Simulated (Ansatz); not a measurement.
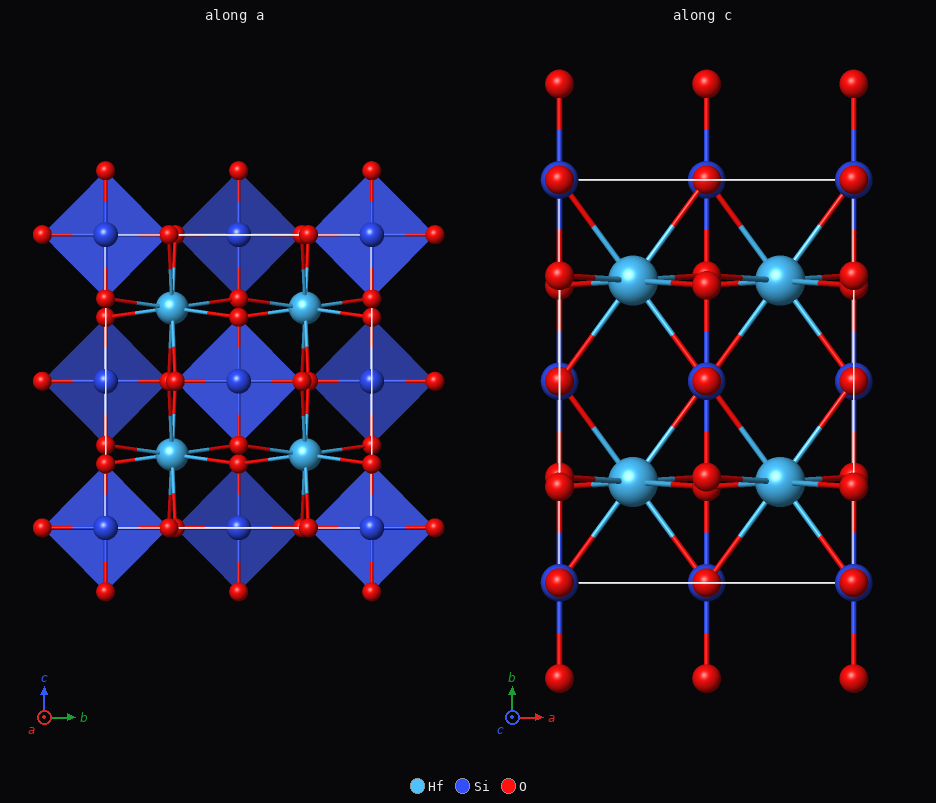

This polyhedral model is shown along the a axis and along the c axis. The wireframe shows the conventional unit cell. A few atoms beyond the faces are included.

HfSiO₄, space group F222 (No. 22), a = 5.14 Å, b = 7.03 Å, c = 7.74 Å, α = 90.00°, β = 90.00°, γ = 90.00°.

Results below were computed with DFT PBE, scalar-relativistic, plane waves, PAW (Ansatz); the settings were a kinetic-energy cutoff of 420 eV, k-points about 0.22 Å⁻¹ apart, Gaussian smearing of 0.02 eV, no spin polarisation.

Classify it as metallic or gapped, with the value.

A semiconductor at this level, with a gap of 0.97 eV on the k-mesh (the true edges may lie between mesh points, so the gap can be somewhat smaller).

Origin of the cell: a random cell made by a generator, so it need not be a real form of the compound. Cell shown after relaxation with DFT PBE, scalar-relativistic, plane waves, PAW in Ansatz.
